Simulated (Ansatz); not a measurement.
```cif
data_structure
_symmetry_space_group_name_H-M 'P 1'
_symmetry_Int_Tables_number 1
_cell_length_a 2.9524
_cell_length_b 2.9524
_cell_length_c 5.8535
_cell_angle_alpha 90.000
_cell_angle_beta 90.000
_cell_angle_gamma 120.000
_cell_volume 44.19
loop_
_atom_site_label
_atom_site_type_symbol
_atom_site_fract_x
_atom_site_fract_y
_atom_site_fract_z
_atom_site_occupancy
Si1 Si 0.66667 0.33333 0.66964 1
Si2 Si 0.33333 0.66667 0.33036 1
W1 W 0.00000 0.00000 0.00000 1
```

Space group P-3m1; a structure generated by program, which may or may not match a known phase.

Computed with Ansatz, DFT PBE, scalar-relativistic, plane waves, PAW.

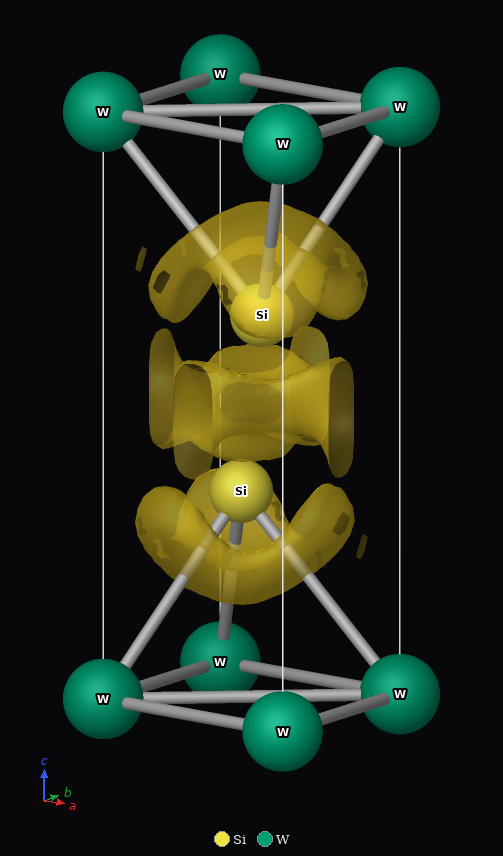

Si$_{2}$W. Isosurface of the ELF at 0.65 (yellow), seen slightly off an axis. Only the valence region is drawn (cores and ρ < 0.01 e/Å³ removed). Sticks mark near contacts.

In a PAW calculation such maps are meaningful between the atoms, not at the nuclei.

### What do the ELF domains correspond to?

The ELF exceeds this value in two regions wrapped around Si (the valence shell of each) and sheets that run through the cell in two directions, counted in one cell of 3 atoms. Any copies at cell faces, edges or corners count once. Along the contacts the grid gives the following. Si–W (2.58 Å): the ELF peaks at about 0.70 in the valence shell of Si, 0.9 Å from its nucleus, and is about 0.40 at the midpoint. W–W (2.95 Å): the ELF is about 0.35 at the midpoint.

### Metal or insulator at this level of theory?

It is metallic or semimetallic at this level of theory: no gap opens.
